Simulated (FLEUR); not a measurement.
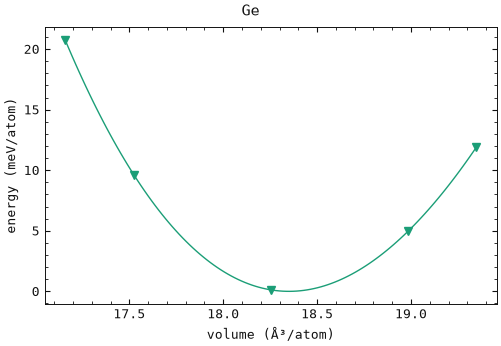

Plotted: energy against volume for Ge, space group Cmcm (No. 63).

Cell as given: a = 2.991 Å, b = 2.991 Å, c = 4.728 Å, α = 90.00°, β = 90.00°, γ = 120.33°; 2 atoms.

Method: all-electron LAPW DFT, no spin polarisation; energies at scaled volumes of the given cell, shape and fractions fixed, counted from the fit's minimum, third-order Birch-Murnaghan fit (FLEUR MaX-R8.1 (later development tree)). Level: SCAN.

k mesh 10×10×6; occupations Fermi–Dirac; smearing width 0.05 eV; potentials all electron; program settings basis FLAPW, kmax 4.1 1/bohr.

**Give the fitted equation-of-state parameters.**

A third-order Birch–Murnaghan fit gives V0 = 18.35 Å³/atom, B0 = 76.8 GPa and B′ = 4.0.

Limits of the calculation: shape and atomic fractions are frozen while scaling, which makes layered, chain and framework solids too stiff.

The computed values:

| volume (Å³/atom) | energy (meV/atom) |
| --- | --- |
| 17.16 | 20.74 |
| 17.52 | 9.63 |
| 18.25 | 0.12 |
| 18.98 | 4.96 |
| 19.35 | 11.92 |
